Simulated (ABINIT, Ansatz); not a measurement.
# Quasiparticle gap of CsPbCl3 (R32) in ABINIT

Aim: the G0W0 gap of CsPbCl3 (R32) on LDA, step by step.

Program: ABINIT 10.8.3. Level of theory: LDA and many-body steps on it, plane waves. Results are calculated unless marked as measured.

## Step 1: Set-up

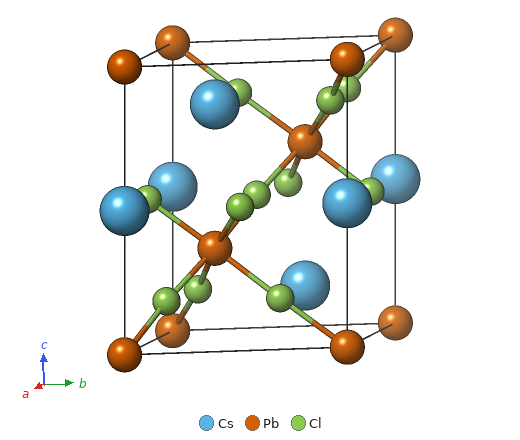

Start, viewed slightly off an axis; caesium blue, lead orange, chlorine green. This picture shows the conventional cell, with its axes. Bonds to atoms that aren't drawn are left out. Some periodic images of atoms are drawn too.

The cell and positions are those that the Materials Project relaxed with its own functionals (PBE, PBE+U or r2SCAN), kept fixed. Spin-orbit coupling is left out unless a step names it.

## Step 2: Ground state

This step: ABINIT 10.8.3; DFT, LDA, plane waves, norm-conserving pseudopotentials.

The ground-state density comes first.

Input file run.abi:

```
acell 3*1.0 Angstrom
rprim 
  4.003155115600 2.311222683600 3.295555457400
  -4.003155115600 2.311222683600 3.295555457400
  0.000000000000 -4.622445367199 3.295555457400
ntypat 3
znucl 55 82 17
natom 5
typat 1 2 3 3 3
xred 
  0.500000000000 0.500000000000 0.500000000000
  0.000000000000 -0.000000000000 0.000000000000
  0.500000000000 0.018600300000 0.981399700000
  0.018600300000 0.981399700000 0.500000000000
  0.981399700000 0.500000000000 0.018600300000
pp_dirpath "pseudos"
pseudos "Cs.upf, Pb.upf, Cl.upf"
ecut 24
ngkpt 4 4 4
nshiftk 1
shiftk 0 0 0
kptopt 1
chksymbreak 0
nband 28
occopt 1
tolvrs 1e-10
nstep 60
prtwf 0
optforces 0
optstress 0
indata_prefix "in"
outdata_prefix "out"
tmpdata_prefix "tmp"
```

Started as:

```
$ OMP_NUM_THREADS=1 mpirun -n 4 abinit run.abi > log
```

Numbers of over 12 decimals in the logs are rounded to 6 here.

The log of the run:

```text
.Version 10.8.3 of ABINIT. v10.8.2 released Aug 2026.

 Symmetries : space group R3 2 (#155); Bravais hR (rhombohedral)
================================================================================
 Values of the parameters that define the memory need of the present run
     intxc =       0    ionmov =       0      iscf =       7    lmnmax =       8
     lnmax =       8     mgfft =      48  mpssoang =       4    mqgrid =    3001
     natom =       5  nloc_mem =       1    nspden =       1   nspinor =       1
    nsppol =       1      nsym =       6    n1xccc =    2501    ntypat =       3
    occopt =       1   xclevel =       1
-    mband =          28        mffmem =           1         mkmem =           4
       mpw =        6958          nfft =      110592          nkpt =          13
================================================================================
  Rough estimation (10% accuracy) of disk space for files :
================================================================================

--------------------------------------------------------------------------------
------------- Echo of variables that govern the present computation ------------
--------------------------------------------------------------------------------
 -outvars: echo values of preprocessed input variables --------
            acell      1.8897261259E+00  1.8897261259E+00  1.8897261259E+00 Bohr

      chksymbreak           0
             ecut      2.40000000E+01 Hartree
-          fftalg         312

              ixc       -1012
              kpt      0.00000000E+00  0.00000000E+00  0.00000000E+00
                       2.50000000E-01  0.00000000E+00  0.00000000E+00
                       5.00000000E-01  0.00000000E+00  0.00000000E+00
                       2.50000000E-01  2.50000000E-01  0.00000000E+00
                       5.00000000E-01  2.50000000E-01  0.00000000E+00
                      -2.50000000E-01  2.50000000E-01  0.00000000E+00
                       5.00000000E-01  5.00000000E-01  0.00000000E+00
                       2.50000000E-01  2.50000000E-01  2.50000000E-01
                       5.00000000E-01  2.50000000E-01  2.50000000E-01
                      -2.50000000E-01  2.50000000E-01  2.50000000E-01
                       5.00000000E-01  5.00000000E-01  2.50000000E-01
[...]
kptrlatt        4    0    0      0    4    0      0    0    4
          kptrlen      4.29114734E+01
P           mkmem           4
            natom           5
            nband          28
            ngfft          48      48      48
             nkpt          13
            nstep          60
             nsym           6
           ntypat           3
              occ      2.000000  2.000000  2.000000  2.000000  2.000000  2.000000
                       2.000000  2.000000  2.000000  2.000000  2.000000  2.000000
                       2.000000  2.000000  2.000000  2.000000  2.000000  2.000000
                       2.000000  2.000000  2.000000  2.000000  0.000000  0.000000
                       0.000000  0.000000  0.000000  0.000000
        optforces           0
        optstress           0
            prtwf           0
            rprim      4.0031551156E+00  2.3112226836E+00  3.2955554574E+00
[...]
spgroup         155

           tolvrs      1.00000000E-10

             xred      5.0000000000E-01  5.0000000000E-01  5.0000000000E-01
[...]
znucl       55.00000   82.00000   17.00000

================================================================================

 chkinp: Checking input parameters for consistency.

================================================================================
== DATASET  1 ==================================================================
-   mpi_nproc: 4, omp_nthreads: 1 (-1 if OMP is not activated)

--- !DatasetInfo
iteration_state: {dtset: 1, }
dimensions: {natom: 5, nkpt: 13, mband: 28, nsppol: 1, nspinor: 1, nspden: 1, mpw: 6958, }
cutoff_energies: {ecut:  24.0, pawecutdg:  -1.0, }
electrons: {nelect:   4.40000000E+01, charge:   0.00000000E+00, occopt:   1.00000000E+00, tsmear:   1.00000000E-02, }

 Real(R)+Recip(G) space primitive vectors, cartesian coordinates (Bohr,Bohr^-1):
 R(1)=  7.5648668  4.3675779  6.2276972  G(1)=  0.0660950  0.0381600  0.0535243
 R(2)= -7.5648668  4.3675779  6.2276972  G(2)= -0.0660950  0.0381600  0.0535243
 R(3)=  0.0000000 -8.7351558  6.2276972  G(3)=  0.0000000 -0.0763200  0.0535243
 Unit cell volume ucvol=  1.2345841E+03 bohr^3
 Angles (23,13,12)=  8.96849909E+01  8.96849909E+01  8.96849909E+01 degrees

 getcut: wavevector=  0.0000  0.0000  0.0000  ngfft=  48  48  48
         ecut(hartree)=     24.000   => boxcut(ratio)=   2.02894

--- Pseudopotential description ------------------------------------------------
- Cs Generated using ONCVPSP code by D. R. Hamann
- 55.00000   9.00000  201201                  znucl, zion, pspdat
12 -1012 3 -1 2328                            pspcod,pspxc,lmax,lloc,mmax
     nproj     2     2     2     2
  pspatm : epsatm=   21.68725381
         --- l  ekb(1:nproj) -->
[...]
pspatm: atomic psp has been read  and splines computed

- Pb Generated using ONCVPSP code by D. R. Hamann
- 82.00000  14.00000  180309                  znucl, zion, pspdat
12 -1012 2 -1 1638                            pspcod,pspxc,lmax,lloc,mmax
     nproj     2     2     2     0
  pspatm : epsatm=   44.14136491
         --- l  ekb(1:nproj) -->
[...]
pspatm: atomic psp has been read  and splines computed

- Cl Generated using ONCVPSP code by D. R. Hamann
- 17.00000   7.00000  180309                  znucl, zion, pspdat
12 -1012 2 -1 1016                            pspcod,pspxc,lmax,lloc,mmax
     nproj     2     2     2     0
  pspatm : epsatm=    8.88507506
         --- l  ekb(1:nproj) -->
[...]
pspatm: atomic psp has been read  and splines computed

   4.06928913E+03                                ecore*ucvol(ha*bohr**3)
--------------------------------------------------------------------------------

_setup2: Arith. and geom. avg. npw (full set) are    6934.703    6934.692

================================================================================

--- !BeginCycle
iteration_state: {dtset: 1, }
solver: {iscf: 7, nstep: 60, nline: 4, wfoptalg: 0, }
tolerances: {tolvrs: 1.00E-10, }

     iter   Etot(hartree)      deltaE(h)  residm     vres2
 ETOT  1  -142.61839138485    -1.426E+02 1.939E-01 1.796E+02
 ETOT  2  -143.15471342405    -5.363E-01 1.127E-02 2.324E+01
 ETOT  3  -143.16372968527    -9.016E-03 6.887E-03 3.929E+00
 ETOT  4  -143.16404267304    -3.130E-04 2.269E-03 5.635E-01
 ETOT  5  -143.16405998279    -1.731E-05 9.179E-04 1.513E-01
 ETOT  6  -143.16407054267    -1.056E-05 2.793E-04 2.694E-02
 ETOT  7  -143.16407178953    -1.247E-06 7.924E-05 1.691E-03
 ETOT  8  -143.16407192284    -1.333E-07 4.465E-05 4.761E-05
 ETOT  9  -143.16407193028    -7.435E-09 2.962E-05 5.166E-06
 ETOT 10  -143.16407193195    -1.678E-09 1.057E-05 1.342E-07
 ETOT 11  -143.16407193206    -1.034E-10 1.776E-05 1.656E-08
 ETOT 12  -143.16407193206    -6.366E-12 6.283E-06 1.094E-09
 ETOT 13  -143.16407193206    -1.450E-12 1.056E-05 1.637E-10
 ETOT 14  -143.16407193207    -1.847E-12 3.710E-06 3.242E-12

 At SCF step   14       vres2   =  3.24E-12 < tolvrs=  1.00E-10 =>converged.

--- !ResultsGS
iteration_state: {dtset: 1, }
comment   : Summary of ground state results
lattice_vectors:
- [  7.5648668,   4.3675779,   6.2276972, ]
- [ -7.5648668,   4.3675779,   6.2276972, ]
- [  0.0000000,  -8.7351558,   6.2276972, ]
lattice_lengths: [  10.72787,   10.72787,   10.72787, ]
lattice_angles: [ 89.685,  89.685,  89.685, ] # degrees, (23, 13, 12)
lattice_volume:   1.2345841E+03
convergence: {deltae: -1.847E-12, res2:  3.242E-12, residm:  3.710E-06, diffor:  0.000E+00, }
etotal    :  -1.43164072E+02
entropy   :   0.00000000E+00
fermie    :   4.38588311E-02
cartesian_stress_tensor: null
pressure_GPa: null
xred      :
- [  5.0000E-01,   5.0000E-01,   5.0000E-01, Cs]
- [  0.0000E+00,   0.0000E+00,   0.0000E+00, Pb]
- [  5.0000E-01,   1.8600E-02,   9.8140E-01, Cl]
- [  1.8600E-02,   9.8140E-01,   5.0000E-01, Cl]
- [  9.8140E-01,   5.0000E-01,   1.8600E-02, Cl]
cartesian_forces: null
force_length_stats: {min: null, max: null, mean: null, }

 Integrated electronic density in atomic spheres:
 ------------------------------------------------
 Atom  Sphere_radius  Integrated_density
[...]
================================================================================

 ----iterations are completed or convergence reached----

 Mean square residual over all n,k,spin=   16.354E-09; max=  37.102E-07
 reduced coordinates (array xred) for    5 atoms
       0.500000000000      0.500000000000      0.500000000000
       0.000000000000      0.000000000000      0.000000000000
       0.500000000000      0.018600300000      0.981399700000
       0.018600300000      0.981399700000      0.500000000000
       0.981399700000      0.500000000000      0.018600300000
 rms dE/dt=  0.0000E+00; max dE/dt=  0.0000E+00; dE/dt below (all hartree)
    1       0.000000000000      0.000000000000      0.000000000000
    2       0.000000000000      0.000000000000      0.000000000000
    3       0.000000000000      0.000000000000      0.000000000000
    4       0.000000000000      0.000000000000      0.000000000000
    5       0.000000000000      0.000000000000      0.000000000000

 cartesian coordinates (angstrom) at end:
    1      0.000000     5e-13     4.943333
    2      0.000000     0.000000     0.000000
    3      1.927118    -3.337866     4.943333
    4     -3.854235     5e-13     4.943333
    5      1.927118     3.337866     4.943333
 length scales=  1.889726125908  1.889726125908  1.889726125908 bohr
              =  1.000000000000  1.000000000000  1.000000000000 angstroms
 prteigrs : about to open file out_EIG
 Fermi (or HOMO) energy (hartree) =   0.04386   Average Vxc (hartree)=  -0.30502
 Eigenvalues (hartree) for nkpt=  13  k points:
 kpt#   1, nband= 28, wtk=  0.01563, kpt=  0.0000  0.0000  0.0000 (reduced coord)
  -0.72923   -0.56131   -0.56131   -0.55410   -0.55410   -0.55399   -0.49357   -0.46462
  -0.46462   -0.24136   -0.24136   -0.24120   -0.20012   -0.11224   -0.11172   -0.11172
  -0.03781   -0.03781   -0.03694   -0.03420   -0.03420   -0.03360    0.16376    0.20522
   0.20522    0.23878    0.23878    0.24147
 prteigrs : prtvol=0 or 1, do not print more k-points.

--- !EnergyTerms
iteration_state     : {dtset: 1, }
comment             : Components of total free energy in Hartree
kinetic             :  5.62798999676547E+01
hartree             :  3.51686807106054E+01
xc                  : -3.99530622953524E+01
Ewald energy        : -8.64163992970710E+01
psp_core            :  3.29608089423131E+00
local_psp           : -1.07393436553992E+02
non_local_psp       : -4.14583535814232E+00
total_energy        : -1.43164071932067E+02
total_energy_eV     : -3.89569285789087E+03
band_energy         : -1.27053396019003E+01

== END DATASET(S) ==============================================================
================================================================================

 -outvars: echo values of variables after computation  --------
           etotal     -1.4316407193E+02
            nband          28
             nkpt          13
          spgroup         155
 [... the other variables as echoed above ...]

 Calculation completed.
```

Run time: 67 s. Hardware: 4 MPI ranks of Arm Neoverse N1, shared host; peak memory 0.36 GiB.

This step gave:

| Item | Value |
| --- | --- |
| total energy | -3895.6929 eV |
| gap | 1.968 eV |
| k of the valence top | 0.5, 0.5, 0.5 |
| k of the conduction bottom | 0.5, 0.5, 0.5 |
| least direct gap | 1.968 eV |

The gap is direct, at (0.500, 0.500, 0.500).

(Part 1 of 3 ends here.)

[Paths, hosts, dates, memory and timing lines, banners, echoed tables and standing remarks are left out of the program output.]

[Logs are printed without paths, hosts, clocks, repeated set-up lines and the standing remarks that a program may print on its own settings, such as how far it seeks lower states.]

[Runs of the session that timed out or met a known fault of the program may be left out.]

[No measured gap is set beside runs whose start may be inverted or whose files or cutoffs have a known fault.]

[Hosts, paths, dates, database ids (printed as entryN), source tags and the programs' standing remarks are cut or masked in the printed files.]

[G0W0 gaps are taken among the corrected bands and points alone; a level outside them can change the order at an edge.]

[Where Ansatz stands beside ABINIT at settings called matched, ABINIT's density can come from a denser mesh and the files from another edition; pairs whose starting gaps differed by over 0.03 eV were left out, so agreement reads better than it is.]
